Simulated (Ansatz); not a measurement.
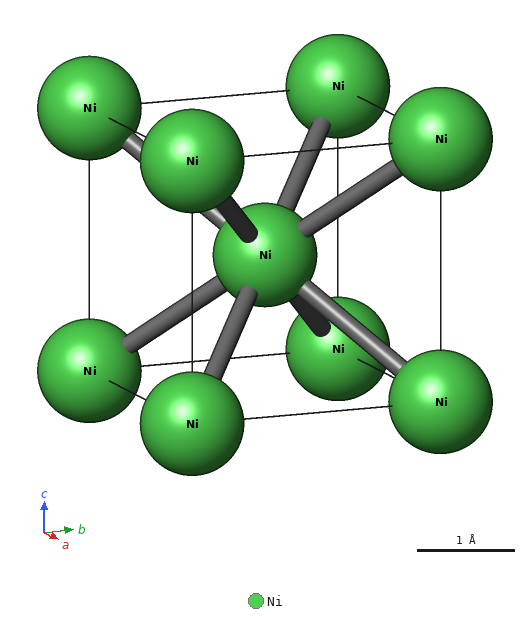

Figure 1. The input geometry (ball-and-stick view of the cell 2 times as large as that of the calculation, set on its symmetry axes, seen slightly off an axis). Near neighbours in the crystal (not all of them lie inside the picture): Ni has 8 Ni at 2.41 Å.

Run report: Ni, single-point calculation

Ni (Im-3m, 1 atom in the cell), computed with DFT HSE06, scalar-relativistic, plane waves, PAW, spin-polarised (Ansatz 0.2.0).

The structure was built on a prototype by a generator; it need not be a known phase. Figures and captions count atoms from 1; the log counts them from 0 in places.

Input file
```yaml
crystal:
  lattice:
    - [-1.3934888238, 1.3934888238, 1.3934888238]
    - [1.3934888238, -1.3934888238, 1.3934888238]
    - [1.3934888238, 1.3934888238, -1.3934888238]
  atoms:
    - { symbol: Ni, position: [0.0, 0.0, 0.0], spin: 0.87 }
basis:
  ecutwfc: 420
  ecutrho_ratio: 4
kpoints:
  mp_grid: { grid: [10, 10, 10] }
  band_path:
    path:
      - [[0.0, 0.0, 0.0], [0.5, -0.5, 0.5], [0.0, 0.0, 0.5], [0.0, 0.0, 0.0], [0.25, 0.25, 0.25], [0.5, -0.5, 0.5]]
      - [[0.25, 0.25, 0.25], [0.0, 0.0, 0.5]]
    npoints: 4
hamiltonian:
  xc: hse06
scf:
  occupations: { method: gaussian, width: 0.05 }
  n_extra_bands: 8
output:
  forces: true
  stress: true
  eigenvalues: true
  populations: true
  dos: { projected: true, de: 0.02 }
  bader: false
magnetization:
  spin_polarized: true
checkpoint:
  read: start.run
  write: ck
  compress: false
  write_wavefunctions: false
  write_every: 100000
```

Run on 4 threads of an x86-64 CPU, shared host.

What the program printed
```
Warning: output.stress: scf.convergence.dr2_threshold = 1e-7 eV (the SCF's general default) is looser than the 1e-10 eV advised for a printed stress (1e-10 eV for each atom of the cell: 1). What an SCF threshold leaves in a stress goes as its square root, and in the free energy as the threshold itself, and one threshold admits the most on a small cell: of the crystals measured, under no hybrid functional and no lock of the moments, on runs that ended without the residual-converged pass, on stresses that held no estimate of that error, the worst erred by over 100 MPa in a component at 1e-7 eV an atom and by under 5 at 1e-10. Set scf.convergence.dr2_threshold to 1e-10 eV or tighter. The threshold is an SCF's pass mark: one that does not reach it within its budget of iterations ends unconverged, or closes short of it on a stop that the run arms, and scf.convergence.dr2_threshold's page says what that costs each kind of run
Warning: output.stress: scf.exx.energy_threshold = 1e-6 eV is looser than the 1e-8 eV advised for a stress under a hybrid functional (1e-8 eV for each atom of the cell: 1). Every SCF of the exchange loop can meet its threshold on dr2 while the loop round them stops early: no threshold on dr2 bounds what that leaves in the stress. Set scf.exx.energy_threshold to 1e-8 eV or tighter. The threshold is the loop's pass mark: a loop that does not reach it within its budget of cycles ends unconverged, and scf.exx.energy_threshold's page has the law
scf.n_extra_bands = 8 over 9 filled bands (N_el = 18.0): the run solves 17 bands
Engine: ansatz 0.2.0, x86_64-unknown-linux-gnu
Pseudopotentials: kind: paw
Pseudopotential: Ni, paw, valence charge 18, recommended cutoff 420 eV (normal), Ni.paw.azcp
Functional definition: HSE06
  parameter a = 0.25
  parameter omega = 0.11/bohr
  exchange = pbe_x - a*pbe_x_sr(omega) + a*exact_x_sr(omega)
  correlation = pbe_c
Crystal: 1 atoms, lattice volume = 10.824 Å³
Basis set: ecut = 420 eV, 201 PW (Γ), exchange–correlation on 36×36×36 points (8 copies of the dense FFT grid, shifted against one another)
Bands: 17, of which v1, the nominal top of the filled ones, is band 9 counted from 1 (8 counted from 0)
Symmetry: 48 space group operations
Space group: Im-3m (ITA 229), of the structure as read, at distance tolerance 2.2e-5 Å
Magnetic group: BNS 229.140 (UNI 1642), of the structure as read, at distance tolerance 2.2e-5 Å
k-points: 47 of 1000
Non-local potential: Ni, projectors of the file, l = 0: 3, l = 1: 2, l = 2: 3, l = 3: 1
PAW form: soft (Blöchl's): semilocal exchange-correlation on the pseudo side does not see the compensation charge
PAW frozen core: Ni, regenerated for the run's functional, and the local potential with it (the file was generated under x = pbe(κ = 0.804, μ = 0.2195149727645171), c = pbe(β = 0.06672455060314922))
PAW one-centre angular grid: Ni, 590 points (default); XC on 96 Gauss nodes
Initial density: read from a saved state, or passed on in memory by an earlier SCF of this step, an earlier step, the calling program or the single point that the run made first
Stability of the state it starts from, as read at its close in the collinear treatment: not read, because the functional holds exact exchange (a hybrid, or Hartree-Fock), whose exchange loop this test does not read (fock_operator); its run was given moments
Starting moments: Σ|m| = 0.87 μB on 1 of 1 site; this step starts from the density that it was given
Initial wavefunctions: pseudopotential atomic-orbital guess
Functional: x = pbe(κ = 0.804, μ = 0.2195149727645171) + 0.25 (exact − pbe) at short range (hse, ω = 0.20786987370883472 Å⁻¹), c = pbe(β = 0.06672455060314922); HSE06 as pw.x's `hse` composes it (authors' and Libxc's form: `xc: wpbeh`)
Exchange kernel: α = 0.2500, screened, ω = 0.2079 Å⁻¹, Wigner–Seitz truncation, v(0) = 1046.7339 eV·Å³, q-mesh 10×10×10, nearest image of the exchange supercell L = 24.14 Å, pair-density grid 12×12×12, without the augmentation charges, whose exchange is taken in its separable form by FFT convolution over the k-point mesh (sized by the pseudopotential files, 15×15×15 at the most), smooth part of the exact exchange by density-matrix convolution
Frozen-core exchange: fock
iter 1 solved again at ethr=1.03e-4 eV; its pass at ethr=1.00e-1 eV (dr2=1.85e-2 eV) is discarded
SCF iter   1: F=—  HF=-5837.440388 eV  |F-HF|=—  |Δ(HF+E_count)|=         —  Δρ=1.59e-2 (↑1.59e-2 ↓9.55e-3)  dr2=3.70e-2  dr2_m=7.95e-3  M=0.666 μB ∫|m|=0.913 μB  β_m=0.30  ethr=1.03e-4  ⟨swp⟩=3.1  Hψ=6567  notcnv=0
preconditioner: auto → none  [insulator: Δε(μ)=0.100 eV  Ē_g=26.483 eV  σ=0.050 eV  W_gap=0.72  n_scr=0 (ndim 8)  ℏωp=35.7 eV  f_vac=0.000  D(μ)=0.82/eV (n_scr^D=12)]
SCF iter   2: F=—  HF=-5837.487676 eV  |F-HF|=—  |Δ(HF+E_count)|=   4.73e-2  Δρ=1.03e-2 (↑9.64e-4 ↓1.03e-2)  dr2=1.91e-2  dr2_m=2.99e-3  M=0.666 μB ∫|m|=0.917 μB  β_m=0.37  ethr=9.95e-5  ⟨swp⟩=2.8  Hψ=3337  notcnv=0
iter 3 solved again at ethr=1.05e-6 eV; its pass at ethr=2.08e-5 eV (dr2=1.88e-4 eV) is discarded
SCF iter   3: F=—  HF=-5837.493643 eV  |F-HF|=—  |Δ(HF+E_count)|=   5.97e-3  Δρ=3.18e-3 (↑1.20e-3 ↓3.18e-3)  dr2=1.55e-2  dr2_m=4.67e-4  M=0.666 μB ∫|m|=0.928 μB  β_m=0.44  ethr=1.05e-6  ⟨swp⟩=2.2  Hψ=5770  notcnv=0
SCF iter   4: F=—  HF=-5837.515397 eV  |F-HF|=—  |Δ(HF+E_count)|=   2.18e-2  Δρ=1.26e-3 (↑1.10e-3 ↓1.26e-3)  dr2=3.00e-3  dr2_m=5.95e-5  M=0.668 μB ∫|m|=0.944 μB  β_m=0.60  ethr=1.03e-6  ⟨swp⟩=3.2  Hψ=3206  notcnv=0
SCF iter   5: F=—  HF=-5837.520559 eV  |F-HF|=—  |Δ(HF+E_count)|=   5.16e-3  Δρ=4.60e-3 (↑4.60e-3 ↓3.56e-3)  dr2=1.74e-3  dr2_m=1.50e-3  M=0.690 μB ∫|m|=0.965 μB  β_m=0.80  ethr=6.13e-7  ⟨swp⟩=3.4  Hψ=3132  notcnv=0
SCF iter   6: F=—  HF=-5837.523342 eV  |F-HF|=—  |Δ(HF+E_count)|=   2.78e-3  Δρ=2.25e-3 (↑1.61e-3 ↓2.25e-3)  dr2=9.43e-4  dr2_m=7.89e-5  M=0.686 μB ∫|m|=0.975 μB  β_m=0.79  ethr=6.13e-7  ⟨swp⟩=3.3  Hψ=3059  notcnv=0
SCF iter   7: F=—  HF=-5837.523882 eV  |F-HF|=—  |Δ(HF+E_count)|=   5.40e-4  Δρ=3.14e-3 (↑1.46e-3 ↓3.14e-3)  dr2=3.07e-4  dr2_m=4.90e-4  M=0.677 μB ∫|m|=0.983 μB  β_m=0.82  ethr=6.13e-7  ⟨swp⟩=2.9  Hψ=2920  notcnv=0
SCF iter   8: F=—  HF=-5837.523972 eV  |F-HF|=—  |Δ(HF+E_count)|=   9.00e-5  Δρ=2.49e-3 (↑2.01e-3 ↓2.49e-3)  dr2=5.13e-5  dr2_m=4.97e-4  M=0.670 μB ∫|m|=0.986 μB  β_m=0.91  ethr=6.13e-7  ⟨swp⟩=2.7  Hψ=2631  notcnv=0
SCF iter   9: F=—  HF=-5837.524088 eV  |F-HF|=—  |Δ(HF+E_count)|=   1.15e-4  Δρ=1.12e-3 (↑1.12e-3 ↓1.12e-3)  dr2=3.31e-6  dr2_m=1.24e-4  M=0.667 μB ∫|m|=0.984 μB  β_m=0.95  ethr=1.40e-7  ⟨swp⟩=2.5  Hψ=2589  notcnv=0  defer=2
SCF iter  10: F=-5837.524113 eV  HF=-5837.524113 eV  |F-HF|=2.25e-7  |Δ(HF+E_count)|=   2.50e-5  Δρ=2.56e-4 (↑2.56e-4 ↓1.99e-4)  dr2=5.13e-7  dr2_m=5.10e-6  M=0.666 μB ∫|m|=0.984 μB  ethr=6.72e-10  ⟨swp⟩=4.1  Hψ=5280  notcnv=0
SCF 1 stopped early in 10 iterations: F = -5837.524113 eV  dr2 = 5.13e-7
  greatest PAW one-centre occupation: 1.002 electrons in one spin orbital (limit 2), on the Ni atom at site 0 (counted from 0), in its partial waves of l = 1
hybrid outer 1: dexx = +1.307e-1 eV, tail = 4.88e-4 eV
Initial density: handed on by an earlier stage of this run
Initial wavefunctions: those handed on with the density
Exchange kernel: α = 0.2500, screened, ω = 0.2079 Å⁻¹, Wigner–Seitz truncation, v(0) = 1046.7339 eV·Å³, q-mesh 10×10×10, nearest image of the exchange supercell L = 24.14 Å, pair-density grid 12×12×12, without the augmentation charges, whose exchange is taken in its separable form by FFT convolution over the k-point mesh (sized by the pseudopotential files, 15×15×15 at the most), smooth part of the exact exchange by density-matrix convolution
Frozen-core exchange: fock
SCF iter   1: F=—  HF=-5837.525344 eV  |F-HF|=—  |Δ(HF+E_count)|=         —  Δρ=2.29e-4 (↑2.03e-4 ↓2.29e-4)  dr2=1.18e-5  dr2_m=2.68e-7  M=0.666 μB ∫|m|=0.984 μB  β_m=0.30  ethr=1.35e-5  ⟨swp⟩=2.3  Hψ=3233  notcnv=0
preconditioner: auto → none  [insulator: Δε(μ)=0.111 eV  Ē_g=26.630 eV  σ=0.050 eV  W_gap=0.62  n_scr=0 (ndim 8)  ℏωp=35.7 eV  f_vac=0.000  D(μ)=0.27/eV (n_scr^D=0)]
SCF iter   2: F=—  HF=-5837.525354 eV  |F-HF|=—  |Δ(HF+E_count)|=   1.00e-5  Δρ=6.72e-5 (↑6.72e-5 ↓6.50e-5)  dr2=5.95e-7  dr2_m=1.49e-7  M=0.666 μB ∫|m|=0.984 μB  β_m=0.32  ethr=6.36e-8  ⟨swp⟩=4.0  Hψ=3720  notcnv=0
SCF iter   3: F=—  HF=-5837.525354 eV  |F-HF|=—  |Δ(HF+E_count)|=   6.27e-7  Δρ=5.09e-5 (↑5.09e-5 ↓4.84e-5)  dr2=1.78e-7  dr2_m=6.68e-8  M=0.666 μB ∫|m|=0.984 μB  β_m=0.50  ethr=2.79e-9  ⟨swp⟩=2.5  Hψ=2556  notcnv=0  defer=1
SCF iter   4: F=—  HF=-5837.525355 eV  |F-HF|=—  |Δ(HF+E_count)|=   1.76e-7  Δρ=5.94e-5 (↑5.94e-5 ↓5.54e-5)  dr2=7.98e-7  dr2_m=1.31e-8  M=0.666 μB ∫|m|=0.984 μB  β_m=0.49  ethr=9.54e-10  ⟨swp⟩=3.2  Hψ=3604  notcnv=0
SCF iter   5: F=—  HF=-5837.525354 eV  |F-HF|=—  |Δ(HF+E_count)|=   1.51e-7  Δρ=2.12e-5 (↑2.12e-5 ↓1.62e-5)  dr2=7.84e-8  dr2_m=1.48e-9  M=0.666 μB ∫|m|=0.984 μB  β_m=0.56  ethr=9.54e-10  ⟨swp⟩=2.7  Hψ=2554  notcnv=0
SCF iter   6: F=-5837.525354 eV  HF=-5837.525354 eV  |F-HF|=2.46e-10  |Δ(HF+E_count)|=   2.01e-8  Δρ=3.20e-6 (↑3.20e-6 ↓2.35e-6)  dr2=1.92e-10  dr2_m=6.27e-10  M=0.666 μB ∫|m|=0.984 μB  ethr=4.28e-10  ⟨swp⟩=2.7  Hψ=2651  notcnv=0
SCF 2 converged in 6 iterations: F = -5837.525354 eV  dr2 = 1.92e-10
  Residual-converged pass: ⟨swp⟩=3.1  Hψ=3157  notcnv=0  max |occ|·‖R‖ = 2.4e-6 eV (tolerance 2.4e-6 eV)  dr2=1.68e-10  dr2_m=6.42e-10  dr2_onsite=1.22e-9  max |Δocc| = 1.2e-11
hybrid outer 2: dexx = +3.042e-6 eV, tail = 6.20e-7 eV, Δε = 2.39e-2 eV (about 1.51e-3 eV left of the loop's levels)
Exchange kernel: α = 0.2500, screened, ω = 0.2079 Å⁻¹, Wigner–Seitz truncation, v(0) = 1046.7339 eV·Å³, q-mesh 10×10×10, nearest image of the exchange supercell L = 24.14 Å, pair-density grid 12×12×12, without the augmentation charges, whose exchange is taken in its separable form by FFT convolution over the k-point mesh (sized by the pseudopotential files, 15×15×15 at the most), smooth part of the exact exchange by density-matrix convolution
Frozen-core exchange: fock
SCF iter   1: F=—  HF=-5837.525355 eV  |F-HF|=—  |Δ(HF+E_count)|=         —  Δρ=2.30e-5 (↑2.30e-5 ↓6.18e-6)  dr2=4.53e-8  dr2_m=1.10e-8  M=0.666 μB ∫|m|=0.984 μB  β_m=0.30  ethr=1.72e-8  ⟨swp⟩=2.7  Hψ=3302  notcnv=0
preconditioner: auto → none  [insulator: Δε(μ)=0.111 eV  Ē_g=26.628 eV  σ=0.050 eV  W_gap=0.62  n_scr=0 (ndim 8)  ℏωp=35.7 eV  f_vac=0.000  D(μ)=0.27/eV (n_scr^D=0)]
SCF iter   2: F=—  HF=-5837.525355 eV  |F-HF|=—  |Δ(HF+E_count)|=  6.48e-10  Δρ=1.17e-5 (↑1.12e-5 ↓1.17e-5)  dr2=1.40e-9  dr2_m=1.19e-8  M=0.666 μB ∫|m|=0.984 μB  β_m=0.35  ethr=2.35e-10  ⟨swp⟩=3.0  Hψ=2801  notcnv=0
SCF iter   3: F=—  HF=-5837.525355 eV  |F-HF|=—  |Δ(HF+E_count)|=   5.55e-9  Δρ=1.21e-5 (↑6.32e-6 ↓1.21e-5)  dr2=1.61e-9  dr2_m=7.95e-9  M=0.666 μB ∫|m|=0.984 μB  β_m=0.68  ethr=4.06e-12  ⟨swp⟩=3.5  Hψ=3208  notcnv=0
SCF iter   4: F=—  HF=-5837.525355 eV  |F-HF|=—  |Δ(HF+E_count)|=   9.09e-9  Δρ=1.15e-5 (↑1.15e-5 ↓7.78e-6)  dr2=2.23e-8  dr2_m=3.52e-10  M=0.666 μB ∫|m|=0.984 μB  β_m=0.60  ethr=4.06e-12  ⟨swp⟩=4.0  Hψ=3665  notcnv=0
SCF iter   5: F=-5837.525355 eV  HF=-5837.525355 eV  |F-HF|=3.31e-10  |Δ(HF+E_count)|=   6.62e-9  Δρ=2.11e-6 (↑8.19e-7 ↓2.11e-6)  dr2=3.50e-10  dr2_m=6.34e-11  M=0.666 μB ∫|m|=0.984 μB  ethr=4.06e-12  ⟨swp⟩=3.6  Hψ=3458  notcnv=0
SCF 3 converged in 5 iterations: F = -5837.525355 eV  dr2 = 3.50e-10
  Residual-converged pass: ⟨swp⟩=1.6  Hψ=1683  notcnv=0  max |occ|·‖R‖ = 2.4e-6 eV (tolerance 2.4e-6 eV)  dr2=3.50e-10  dr2_m=6.34e-11  dr2_onsite=1.95e-10  max |Δocc| = 1.3e-14
```

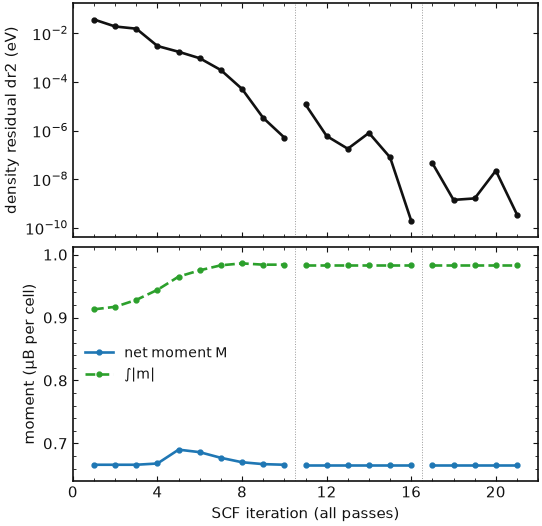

Figure 2. Convergence of the self-consistent field: density residual dr2 and magnetic moment against the SCF iteration. Each stretch between dotted lines is one SCF of the hybrid functional between two exact rebuilds of the exchange operator by the outer loop. Early passes are stopped at a loose threshold. The passes take 10, 6 and 5 iterations. The net moment stays at 0.7 μB per cell.

```
hybrid outer 3: dexx = +2.072e-8 eV, tail = 1.37e-9 eV, Δε = 6.72e-4 eV (about 7.94e-5 eV left of the loop's levels), ΔF = 4.95e-30 eV/Å (tail 2.17e-30)
NSCF: frozen V_eff on 26 k-points
this state was not tested for a lower state beside it, because the functional holds exact exchange (a hybrid, or Hartree-Fock), whose exchange loop this test does not read (fock_operator); the stability check (scf.self_checks: high) cannot read this state: a pseudopotential is PAW: the check reads norm-conserving sets alone
hybrid SCF converged: 3 outer / 21 inner (+0 warm-up), last move |dexx| = 2.07e-8 eV, tail = 1.37e-9 eV
Magnetization: 0.6662 μB (9.3331 up, 8.6669 down)
Absolute magnetization: 0.9839 μB (∫|ρ↑−ρ↓|, with the PAW one-centre terms)
Spin contamination: 0.0755 ħ² per cell (⟨S²⟩ above its minimum at these occupations)
Per-site moments (μB) at R_I (Å): [(0.7893119607144763, 0.9956072950729105)]
Free energy (F): -5837.525355 eV
Frozen-core exchange: fock
Harris-Foulkes:  -5837.525355 eV  (|F-HF|=3.31e-10)
Internal energy: -5837.525020 eV  (E = F + TS)
E sigma→0 (E₀):  -5837.525188 eV
Entropy (-TS):   -0.000335 eV (-0.335 meV/atom)
Fermi energy:    17.741279 eV
--- Per-component energies (eV) ---
  E_band       = -335.265106
  E_kinetic    = 284.514121
  E_local      = -3445.554989  (includes V_loc(G=0)·N_el)
  E_nonlocal   = 643.519154
  E_hartree    = 1445.518346
  E_xc         = -68.121195
  E_vxc        = -86.940010  (∫ρ·V_xc dr)
  E_exx        = -95.698038  (= α·E_x^exact, valence–valence)
  E_paw        = -1555.392969  (= ΣΔE_a)
  E_vpaw       = -430.443171  (= ΣTr[D̂ρ^β])
  E_aug_tail   = 0.000423  (compensation charges beyond the density's cutoff)
  E_ewald      = -3046.093602
  E_core_change = -0.216269  (= ΣΔE_core)
  E_smearing   = -0.000335  (= −TS)
  E_closure    = 0.000000  (closes the sum)
  Σ components = -5837.525355   (vs F -5837.525355, Δ=0.00e0)
--- Forces (eV/Å), atoms counted from 1 ---
  atom   1  Ni    -0.00000000     0.00000000    -0.00000000
  max |Σ_I F_I| component: 4.21e-30 eV/Å
--- Stress (GPa, compression-positive) ---
       -0.008520      -0.000000      -0.000000
        0.000000      -0.008520      -0.000000
        0.000000       0.000000      -0.008520
  P = ⅓ Tr σ = -0.0085 GPa (-0.085 kbar)
--- Band table (eV; the first three rows and the last of 94) ---
  k-point 0 ↑: bands = ["-91.7155", "-50.4072", "-50.4072", "-50.4072", "8.0828", "13.6625", "13.6625", "13.6625", "15.3983", "15.3983", "45.5270", "45.5270", "45.5270", "50.5920", "50.5920", "52.3532", "52.3532"]
  k-point 1 ↑: bands = ["-91.7115", "-50.4321", "-50.4163", "-50.4079", "8.5497", "13.5680", "13.6664", "13.8693", "15.3084", "15.4147", "42.6821", "44.7135", "45.0579", "48.5724", "49.1916", "49.3629", "52.1440"]
  k-point 2 ↑: bands = ["-91.7010", "-50.4971", "-50.4401", "-50.4099", "9.8330", "13.3251", "13.7112", "14.4388", "15.1676", "15.4672", "37.5597", "42.4500", "44.2343", "45.1010", "47.6650", "50.2416", "53.9383"]
  k-point 46 ↓: bands = ["-90.2530", "-49.1343", "-49.1343", "-49.1343", "12.3114", "12.3114", "19.2540", "19.2540", "19.2540", "28.5251", "28.5251", "28.5251", "34.7271", "34.7271", "39.4018", "60.0400", "68.9677"]
--- Löwdin populations: 1 site ---
  site symbol       q [e]    m [muB]
     0     Ni     17.8007     0.7460
  spilling = 0.011073 (of n_electrons = 18.000000)
```

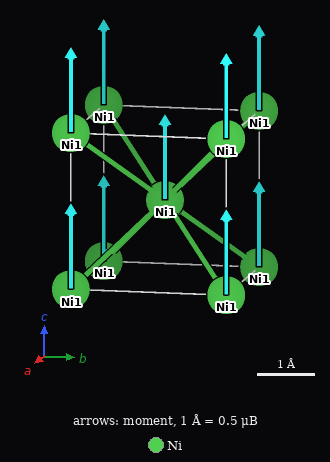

Figure 3. Magnetic moments of the sites as teal arrows (ball-and-stick view of the cell 2 times as large as that of the calculation, set on its symmetry axes, seen slightly off an axis; atoms are numbered from 1 in the order of the input); small moments hardly show. The run is collinear, so the axis drawn is arbitrary. Site moments: Ni1 (0.79 μB). They are counted near the atoms and needn't add up to the moment of the cell.

Key numbers

| quantity | value |
| --- | --- |
| outcome | converged |
| space group (tolerance 0.01 Å) | Im-3m (229) |
| electrons treated | 18 |
| free energy | −5837.5254 eV |
| Fermi energy | 17.741 eV |
| gap on the k-point mesh | none (metallic) |
| net moment of the cell | 0.67 μB |
| integrated absolute moment | 0.98 μB |
| pressure | −0.01 GPa |
| largest force (length of the vector) | under 0.001 eV/Å |
| wall time | 80 s (CPU time 4.9 min) |
| peak memory | 1.1 GiB |

The program warns: the state was not tested for a lower one; the exchange loop's threshold is looser than advised for the stress; the SCF threshold is looser than advised for the printed stress.
